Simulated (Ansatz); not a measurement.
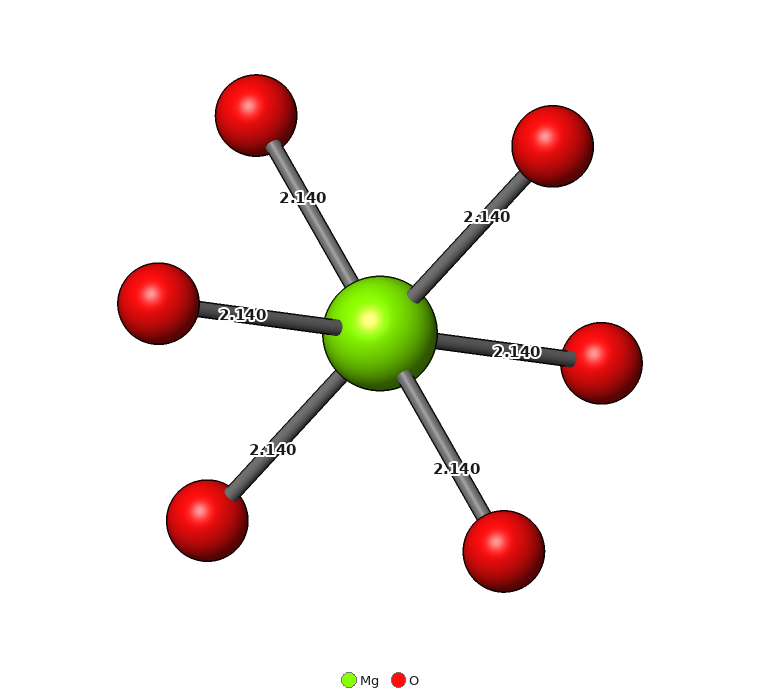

The surroundings of site Mg1 (at 0.000, 0.000, 0.000) in MgO in space group P6_3/mmc, with bond lengths in Å.

Source of the atomic positions: coordinates from a relaxation with DFT, PBE, plane waves, PAW in Ansatz 0.2.0; the starting structure was generated, so it need not be a known form of this composition.

```
Mg O
1.0
     2.95807    0.00000    0.00000
    -1.47903    2.56176    0.00000
     0.00000    0.00000    5.15670
Mg O
2 2
Direct
  0.00000 0.00000 0.00000
  0.00000 0.00000 0.50000
  0.33333 0.66667 0.25000
  0.66667 0.33333 0.75000
```

Bond valence s = exp((R0 − d)/b), R0 fitted to published crystal structures with b = 0.37 Å; R0 in Å: Mg2+–O 1.677.

Calculate the bond-valence sum of Mg1 from the bonds drawn.

6 × 0.286 = 1.72 v.u., against a formal valence of 2: underbonded (bonds long for this ion) by 0.28.

And over the whole structure?

| site | x, y, z | formal valence | bond-valence sum | difference |
| --- | --- | --- | --- | --- |
| Mg1 | 0.000, 0.000, 0.000 | +2 | 1.76 | -0.24 |
| O1 | 0.333, 0.667, 0.250 | −2 | 1.76 | -0.24 |

These sums include all anions within 5 Å. The global instability index (root mean square of the differences over all atoms) is 0.24 v.u.: above 0.2, which by the usual rule of thumb marks a strained structure. Cells relaxed with PBE tend to have slightly long bonds, which lowers the sums.
